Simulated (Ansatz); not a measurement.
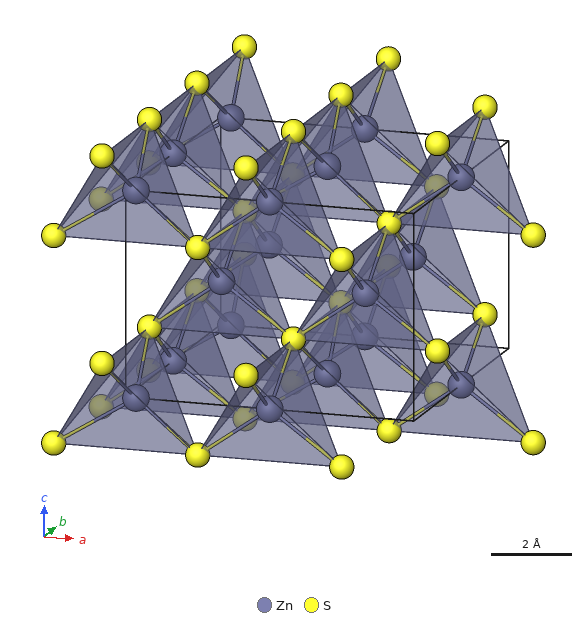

Fig. 1: The input geometry (polyhedral view of the cell 2 times as large as that of the calculation, set on its symmetry axes, seen slightly off an axis; polyhedra are completed across the faces of the cell). An atom can appear more than once, as a periodic image.

# Run report: ZnS, single-point calculation

ZnS (8 atoms in the cell), computed with DFT r2SCAN, scalar-relativistic, plane waves, PAW, no spin polarisation (Ansatz 0.2.0).

The structure derives from an entry of the Crystallography Open Database. It belongs to a series of runs on one base structure; here: atom 1 (Zn) moved -0.270 A towards its neighbour atom 2 (Zn) at 3.811 A. Figures and captions count atoms from 1; the log counts them from 0 in places.

### The input
```yaml
crystal:
  lattice:
    - [5.3890263884, 0.0, 0.0]
    - [0.0, -5.3890263884, 0.0]
    - [0.0, 0.0, -5.3890263884]
  atoms:
    - { symbol: Zn, position: [0.0354273327, 0.0354273327, 0.0] }
    - { symbol: Zn, position: [0.5, 0.5, 0.0] }
    - { symbol: Zn, position: [0.5, 0.0, 0.5] }
    - { symbol: Zn, position: [0.0, 0.5, 0.5] }
    - { symbol: S, position: [0.75, 0.75, 0.75] }
    - { symbol: S, position: [0.25, 0.25, 0.75] }
    - { symbol: S, position: [0.25, 0.75, 0.25] }
    - { symbol: S, position: [0.75, 0.25, 0.25] }
basis:
  ecutwfc: 500
kpoints:
  mp_grid: { grid: [4, 4, 4] }
hamiltonian:
  xc: r2scan
scf:
  occupations: { method: gaussian, width: 0.05 }
output:
  forces: true
  stress: true
  eigenvalues: true
  write_density: true
  write_potential: true
  elf: true
  volumetric_format: npy
```

Hardware: 1 thread of Intel Xeon @ 2.70GHz, 189 GiB of memory available, shared host.

Run as:
```bash
ansatz run input.yaml --threads 1 --pin off --max-ram 2560MiB --backend cpu --events-out ev --progress --plain --runs-dir out
```

### Log
```
Engine: ansatz 0.2.0, x86_64-unknown-linux-gnu
Pseudopotentials: kind: paw
Pseudopotential: Zn, paw, valence charge 12, recommended cutoff 500 eV (meta_gga), Zn.paw.azcp
Pseudopotential: S, paw, valence charge 6, recommended cutoff 500 eV (meta_gga), S.paw.azcp
Functional definition: r2SCAN
  parameter k0 = 0.174
  parameter k1 = 0.065
  parameter a1 = 4.9479
  exchange = r2scan_x(k0 = k0, k1 = k1, a1 = a1)
  correlation = r2scan_c
Crystal: 8 atoms, lattice volume = 156.506 Å³
Basis set: ecut = 500 eV, 3911 PW (Γ), exchange–correlation on 160×160×160 points (64 copies of the dense FFT grid, shifted against one another)
Bands: 44, of which v1, the nominal top of the filled ones, is band 36 counted from 1 (35 counted from 0)
Symmetry: 2 space group operations
Space group: Cm (ITA 8), of the structure as read, at distance tolerance 5.4e-5 Å
k-points: 24 of 64 (time reversal used)
Non-local potential: Zn, projectors of the file, l = 0: 2, l = 1: 2, l = 2: 3, l = 3: 1
Non-local potential: S, projectors of the file, l = 0: 2, l = 1: 2, l = 2: 2
PAW form: soft (Blöchl's): semilocal exchange-correlation on the pseudo side does not see the compensation charge
PAW frozen core: Zn, regenerated for the run's functional (the file was generated under x = pbe(κ = 0.804, μ = 0.2195149727645171), c = pbe(β = 0.06672455060314922))
PAW frozen core: S, regenerated for the run's functional (the file was generated under x = pbe(κ = 0.804, μ = 0.2195149727645171), c = pbe(β = 0.06672455060314922))
PAW one-centre angular grid: Zn, 590 points (default); XC on 261 of its mesh's 2673 points in the sphere
PAW one-centre angular grid: S, 302 points (default); XC on 160 Gauss nodes
Initial density: superposition of atomic densities (neutral atoms: chi_scale 0, normalization atom), corrected by the library's trained network
Initial wavefunctions: pseudopotential atomic-orbital guess
Functional: x = r2scan, c = r2scan; τ floored in thin density (d = 2e-4 eV/Å³)
SCF iter   1: F=—  HF=-16933.542626 eV  |F-HF|=—  |Δ(HF+E_count)|=         —  Δρ=1.54e-2  dr2=1.86e-1  dr2_τ=2.82e-2  ethr=1.77e-3  ⟨swp⟩=9.4  Hψ=5300  notcnv=0
preconditioner: auto → Resta (q_TF=auto, 2.397 Å⁻¹)  ε∞=5.8  [insulator: Δε(μ)=2.582 eV  Ē_g=11.463 eV  σ=0.050 eV  W_gap=1.00  n_scr=32 (ndim 8)  ℏωp=25.2 eV  f_vac=0.025  D(μ)=0.00/eV (n_scr^D=0)  ε∞_Penn≈5.8]
SCF iter   2: F=—  HF=-16933.541604 eV  |F-HF|=—  |Δ(HF+E_count)|=   1.02e-3  Δρ=2.36e-3  dr2=5.25e-3  dr2_τ=1.07e-3  ethr=2.58e-4  ⟨swp⟩=2.8  Hψ=2207  notcnv=0  defer=73
SCF iter   3: F=—  HF=-16933.535044 eV  |F-HF|=—  |Δ(HF+E_count)|=   6.56e-3  Δρ=3.24e-3  dr2=7.67e-3  dr2_τ=5.92e-5  ethr=7.30e-6  ⟨swp⟩=2.0  Hψ=1870  notcnv=0  defer=73
SCF iter   4: F=—  HF=-16933.534389 eV  |F-HF|=—  |Δ(HF+E_count)|=   6.55e-4  Δρ=6.72e-4  dr2=3.95e-4  dr2_τ=1.52e-5  ethr=7.30e-6  ⟨swp⟩=2.1  Hψ=1707  notcnv=0  defer=73
SCF iter   5: F=—  HF=-16933.534440 eV  |F-HF|=—  |Δ(HF+E_count)|=   5.09e-5  Δρ=1.65e-4  dr2=3.68e-5  dr2_τ=9.32e-7  ethr=5.49e-7  ⟨swp⟩=2.2  Hψ=1875  notcnv=0  defer=73
SCF iter   6: F=—  HF=-16933.534455 eV  |F-HF|=—  |Δ(HF+E_count)|=   1.46e-5  Δρ=1.31e-4  dr2=1.69e-5  dr2_τ=1.76e-7  ethr=5.11e-8  ⟨swp⟩=2.0  Hψ=1751  notcnv=0  defer=73
SCF iter   7: F=—  HF=-16933.534444 eV  |F-HF|=—  |Δ(HF+E_count)|=   1.03e-5  Δρ=2.53e-5  dr2=9.37e-7  dr2_τ=6.44e-9  ethr=2.34e-8  ⟨swp⟩=2.0  Hψ=1751  notcnv=0  defer=73
SCF iter   8: F=—  HF=-16933.534445 eV  |F-HF|=—  |Δ(HF+E_count)|=   9.16e-7  Δρ=9.83e-6  dr2=1.25e-7  dr2_τ=2.12e-9  ethr=1.30e-9  ⟨swp⟩=2.0  Hψ=1827  notcnv=0  defer=73
SCF iter   9: F=-16933.534445 eV  HF=-16933.534445 eV  |F-HF|=7.31e-10  |Δ(HF+E_count)|=   3.23e-8  Δρ=2.90e-6  dr2=1.05e-8  dr2_τ=2.50e-10  ethr=1.39e-10  ⟨swp⟩=13.0  Hψ=7644  notcnv=0
SCF 1 converged in 9 iterations: F = -16933.534445 eV  dr2 = 1.05e-8
  greatest PAW one-centre occupation: 0.984 electrons in one spin orbital (limit 2), on the Zn atom at site 0 (counted from 0), in its partial waves of l = 2
```

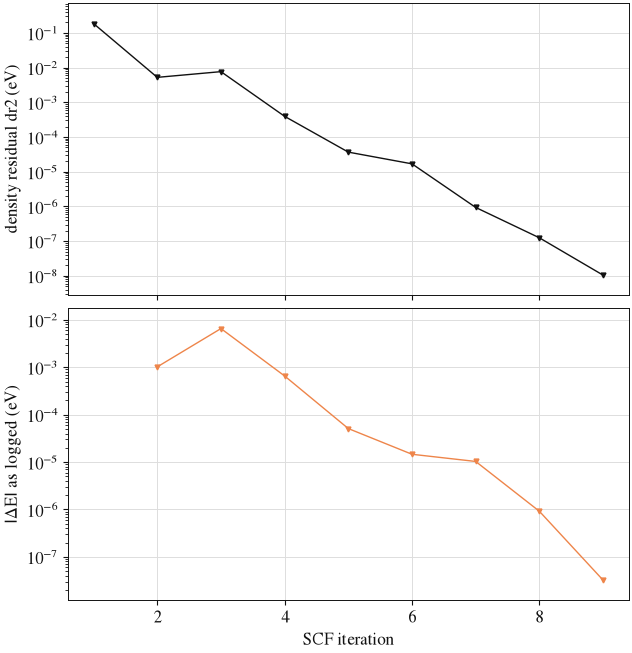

Fig. 2: Convergence of the self-consistent field: density residual dr2 and size of the energy change against the SCF iteration. The residual falls almost steadily, with no more than small rises.

```
SCF converged after 9 iterations
Free energy (F): -16933.534445 eV
Harris-Foulkes:  -16933.534445 eV  (|F-HF|=7.31e-10)
Internal energy: -16933.534445 eV  (E = F + TS)
E sigma→0 (E₀):  -16933.534445 eV
Fermi energy:    6.980301 eV
--- Per-component energies (eV) ---
  E_band       = -6.381812
  E_kinetic    = 950.821194
  E_local      = -8182.428801  (includes V_loc(G=0)·N_el)
  E_nonlocal   = 2585.957417
  E_hartree    = 3433.086795
  E_xc         = -863.521103
  E_vxc        = -593.436922  (∫ρ·V_xc dr)
  E_paw        = -9838.982431  (= ΣΔE_a)
  E_vpaw       = -1662.852421  (= ΣTr[D̂ρ^β])
  E_aug_tail   = -0.000252  (compensation charges beyond the density's cutoff)
  E_vtau       = 29.380519  (kinetic-family band-sum trace: ∫τ·v_τ [+ j·A + Jᵃ·Aᵃ] dr)
  E_ewald      = -5017.297722
  E_core_change = -1.169542  (= ΣΔE_core)
  E_smearing   = -0.000000  (= −TS)
  E_closure    = -0.000000  (closes the sum)
  Σ components = -16933.534445   (vs F -16933.534445, Δ=0.00e0)
--- Forces (eV/Å), atoms counted from 1 ---
  atom   1  Zn    -1.47136760     1.47136760    -0.89804251
  atom   2  Zn     0.23619225    -0.23619225     0.01328425
  atom   3  Zn     0.23262107     0.27709391    -0.00722346
  atom   4  Zn    -0.27709391    -0.23262107    -0.00722346
  atom   5  S      0.28866166    -0.28866166    -0.24275297
  atom   6  S      0.92334366    -0.92334366     1.03716587
  atom   7  S     -0.02274593    -0.09037772     0.05239881
  atom   8  S      0.09037772     0.02274593     0.05239881
  max |Σ_I F_I| component: 1.11e-5 eV/Å
--- Stress (GPa, compression-positive) ---
        0.522027      -0.825755       1.291238
       -0.825755       0.522027      -1.291238
        1.291238      -1.291238       1.055239
  P = ⅓ Tr σ = 0.6998 GPa (6.998 kbar)
--- Band table (eV; the first three rows and the last of 24) ---
  k-point 0: bands = ["-8.2175", "-7.1143", "-6.8207", "-6.5495", "-1.1728", "-1.0434", "-1.0309", "-0.9395", "-0.9210", "-0.8577", "-0.6438", "-0.6124", "-0.5874", "-0.5502", "-0.5370", "-0.5367", "-0.4300", "-0.4215", "-0.3230", "-0.3183", "-0.2897", "-0.2044", "-0.1781", "-0.1461", "0.9296", "0.9443", "1.0338", "3.1482", "3.2018", "3.3062", "3.3222", "3.4017", "3.4858", "5.5629", "5.6378", "5.6791", "8.2815", "8.9857", "9.3167", "9.6218", "10.0381", "10.0696", "10.1101", "12.5061"]
  k-point 1: bands = ["-8.0683", "-7.2415", "-6.8175", "-6.6283", "-1.1522", "-0.9982", "-0.9883", "-0.9526", "-0.8684", "-0.8281", "-0.6758", "-0.6606", "-0.6057", "-0.5975", "-0.5498", "-0.5201", "-0.4533", "-0.4162", "-0.3696", "-0.3326", "-0.3275", "-0.3105", "-0.0866", "-0.0777", "0.9401", "1.0181", "1.6302", "2.9413", "2.9564", "3.0598", "3.1034", "3.6113", "3.6635", "4.6085", "5.2112", "5.2228", "9.3655", "9.5652", "10.2160", "10.2298", "10.4415", "10.8748", "10.9325", "11.7800"]
  k-point 2: bands = ["-7.7842", "-7.5251", "-6.8144", "-6.6842", "-1.1476", "-0.9728", "-0.9328", "-0.9183", "-0.8053", "-0.7882", "-0.7368", "-0.7365", "-0.6347", "-0.6341", "-0.5310", "-0.4629", "-0.4560", "-0.4235", "-0.4142", "-0.4073", "-0.3684", "-0.3285", "0.0034", "0.0111", "0.9561", "1.0091", "2.5402", "2.6406", "2.7608", "2.8867", "3.0310", "3.2358", "4.3281", "4.3424", "4.3497", "4.4455", "10.3852", "10.5392", "10.6585", "10.6854", "11.6585", "11.7264", "12.2203", "12.2417"]
  k-point 23: bands = ["-7.6390", "-7.1476", "-7.1438", "-6.7823", "-1.0884", "-0.9330", "-0.9001", "-0.8124", "-0.7891", "-0.7848", "-0.7648", "-0.7575", "-0.4620", "-0.4573", "-0.3755", "-0.3535", "-0.3517", "-0.3383", "-0.3377", "-0.3368", "-0.2234", "-0.2087", "-0.1955", "-0.1598", "-0.0732", "0.1687", "0.1949", "0.4916", "4.3812", "4.5795", "4.6134", "4.6617", "4.8088", "4.8342", "4.8377", "5.0487", "9.3414", "9.4100", "9.4399", "9.5442", "12.5967", "12.6251", "12.9508", "12.9536"]
```

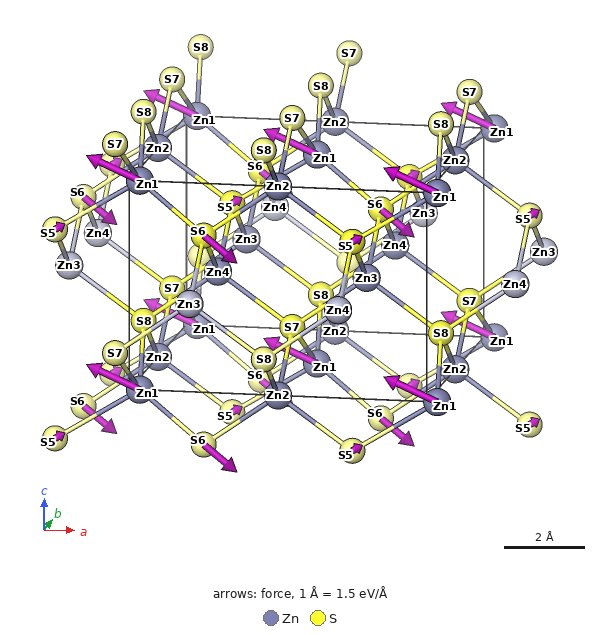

Fig. 3: Forces on the atoms as pink arrows (ball-and-stick view of the cell 2 times as large as that of the calculation, set on its symmetry axes, seen slightly off an axis; neighbours outside the cell are drawn fainter; atoms are numbered from 1 in the order of the input); the smallest are left out. The largest act on Zn1 (2.27 eV/Å); S6 (1.67 eV/Å). The geometry is not a stationary point of this energy.

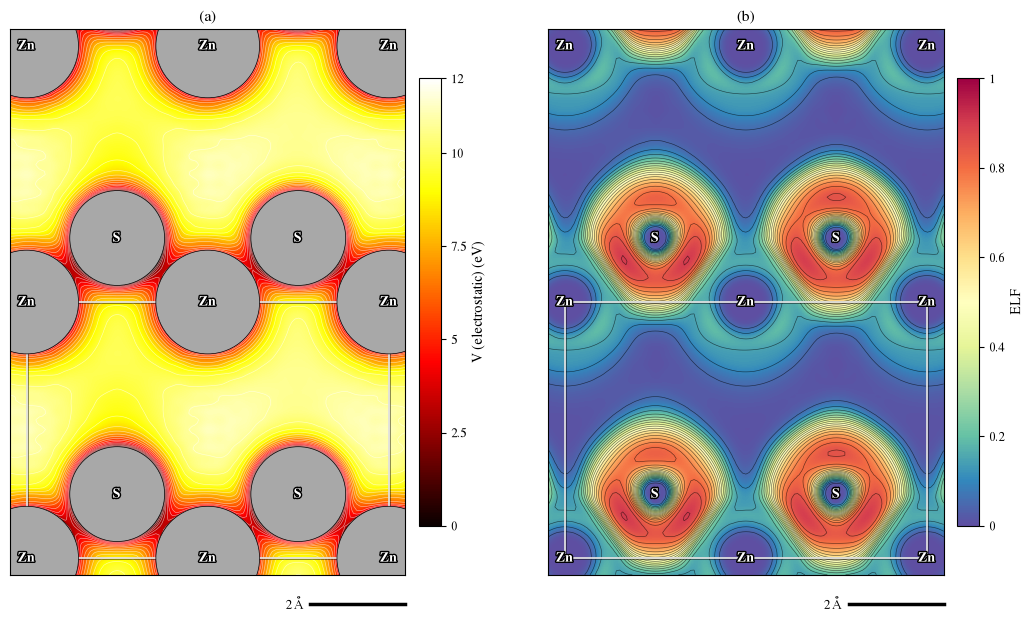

Fig. 4: (a) electrostatic potential (local pseudopotential plus Hartree) felt by an electron; (b) ELF on the (100) plane of the conventional cell. Grey discs, where drawn, cover atomic cores. The section cuts through Zn and S sites. Zn–S (2.33 Å): the ELF is about 0.60 at the midpoint. Outside the cores the potential energy rises away from the atoms and is highest about 2.3 Å from the nearest atoms; outside the discs it spans about 11 eV, and its zero is arbitrary. The fields are those of the smooth PAW valence density.

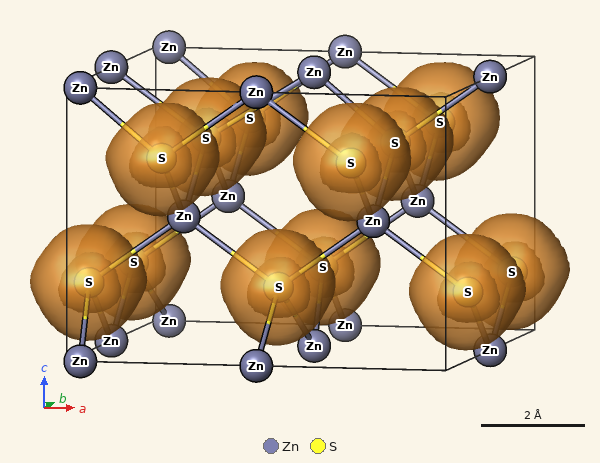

Fig. 5: Isosurface of the electron localisation function at 0.75 (orange), seen slightly off an axis. Core shells and regions of very low density are left out. Sticks mark near contacts. The outline is the cell set on symmetry axes. Values along the shortest contacts: Zn–S (2.12 Å): the ELF is about 0.60 at the midpoint. Zn–S (2.33 Å): the ELF is about 0.60 at the midpoint.

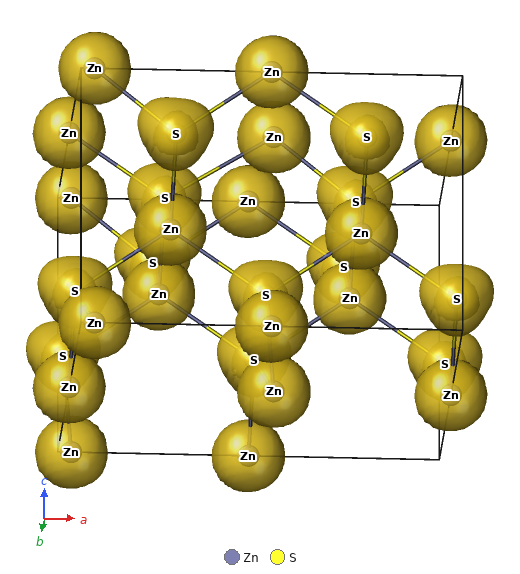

Fig. 6: Isosurface of the valence electron density at 1 e/Å³ (yellow), seen at an oblique angle. Sticks mark near contacts. The outline is the cell set on symmetry axes. At this value the density breaks into separate islands; it holds about 55 % of the electrons treated as valence. It is pinched off along the Zn–S (2.12 Å) and Zn–S (2.33 Å) contacts. On the grid the lowest density along these lines, outside the cores, is 0.72 e/Å³ (Zn–S, 2.12 Å) and 0.48 e/Å³ (Zn–S, 2.33 Å).

### Summary

| quantity | value |
| --- | --- |
| outcome | converged |
| space group (tolerance 0.01 Å) | Cm (8) |
| electrons treated | 72 |
| free energy | −16933.5344 eV |
| Fermi energy | 6.980 eV |
| gap on the k-point mesh | 2.60 eV |
| pressure | 0.70 GPa |
| largest force (length of the vector) | 2.266 eV/Å |
| wall time | 35 s |
| peak memory | 0.68 GiB |
